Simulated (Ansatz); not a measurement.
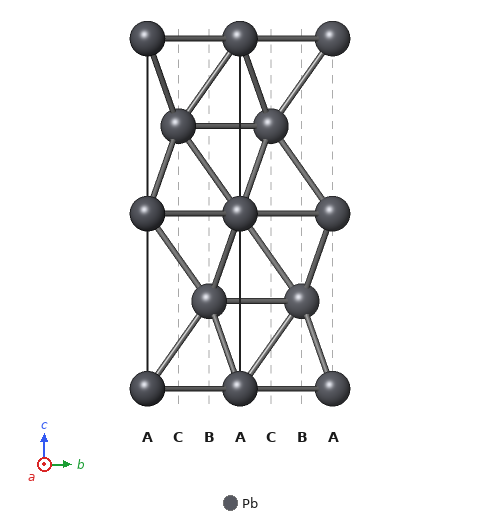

Projection along an edge of the hexagonal mesh, stacking direction c upwards. The dashed lines mark the three columns A (0, 0), B (1/3, 2/3) and C (2/3, 1/3). The sequence starts with the first layer at or above the cell's origin.

The compound is Pb (space group P6_3/mmc, No. 194), taken as coordinates from a relaxation with Ansatz 0.2.0, DFT PBEsol, scalar-relativistic, plane waves, PAW.

> Give the sequence of layers in one repeat, with element and column.

Pb(A) – Pb(B) – Pb(A) – Pb(C) (four layers in 11.41 Å).

> Taking all atoms as equal spheres, what packing is it?

As equal spheres, ABAC: a mixed close packing, (ch) in Jagodzinski's notation.

> What short polytype symbol fits?

Polytype symbol 4H, Ramsdell's symbol (number of layers in the repeat and lattice).
